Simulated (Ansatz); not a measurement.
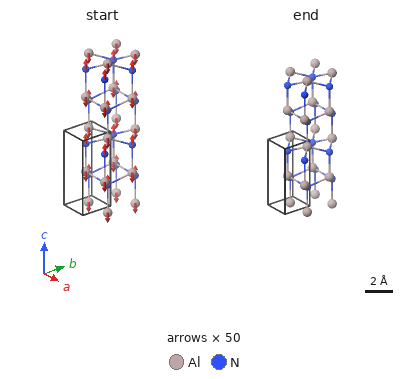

The structure of solid AlN (a generated structure, set up in P6_3mc) (coarse preliminary run) before (left) and after (right) a relaxation, at one scale. The red arrows give the displacements (the part carried along by the change of the cell is left out), 50 times their true length.

The picture is a ball-and-stick view of the cell of the calculation, repeated 2 × 2 × 2 with one cell outlined, seen slightly off an axis.

Case: P → N on all its sites, cell and atoms relaxed.

Method: DFT PBE, scalar-relativistic, plane waves, PAW (Ansatz). Set-up: plane-wave cutoff 420 eV; k-point mesh 6 × 6 × 4; occupations gaussian; smearing width 0.1 eV; no spin polarisation; cell and atoms relaxed; force threshold 0.05 eV/Å; at most 60 steps.

Q: Summarise the run.

A: The largest moves relative to the cell, 0.016 Å, are those of Al and N atoms. By element the largest moves are N 0.016 Å, Al 0.016 Å. The volume changes by −28.9 %, with a = b 3.479 → 3.130 Å (−10.0 %), c 5.711 → 5.019 Å (−12.1 %). Some distances before and after: Al–N 2.132 → 1.903 Å. The space group stays P6_3mc (No. 186). The energy falls by 597 meV per atom in 5 accepted moves (7 points after the start). The largest force component goes from 0.16 to 0.013 eV/Å. Pressure: −33.00 GPa at the start and −0.03 GPa at the end. The SCF was repeated twice at an unchanged geometry on a basis and grid sized afresh for the cell, which shifted the energy by 2.4 meV per atom at most. Cost: 12 s on 1 thread of Intel(R) Xeon(R) Platinum 8259CL CPU @ 2.50GHz (Skylake/Cascade Lake), on a shared host, peak memory 0.37 GiB.
